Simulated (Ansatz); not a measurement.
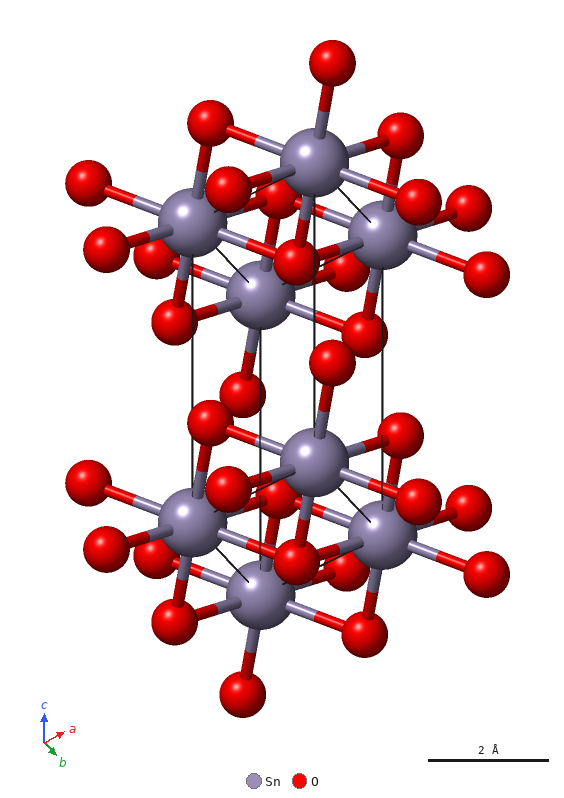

An orthographic ball-and-stick view of the structure, from a general direction. The edges of the conventional unit cell are marked. The bonded neighbours beyond the faces are included.

SnO2, space group P-3m1 (No. 164), a = 3.23 Å, b = 3.23 Å, c = 5.49 Å, α = 90.00°, β = 90.00°, γ = 120.00°.

Computational set-up: DFT r2SCAN, scalar-relativistic, plane waves, PAW in Ansatz, a 500 eV plane-wave basis, a 12×12×6 grid in reciprocal space, Gaussian smearing of 0.02 eV, no spin polarisation.

Predict the gap.

Answer. A semiconductor at this level, with a gap of 2.81 eV on the k-mesh (the true edges may lie between mesh points, so the gap can be somewhat smaller).

Its origin is a random cell made by a generator, so it need not be a real form of the compound. Earlier steps of the study, as a rule a relaxation of our own, may have changed the cell and positions, so they can lie some per cent off the listed ones. It was run through Ansatz as a DFT input.
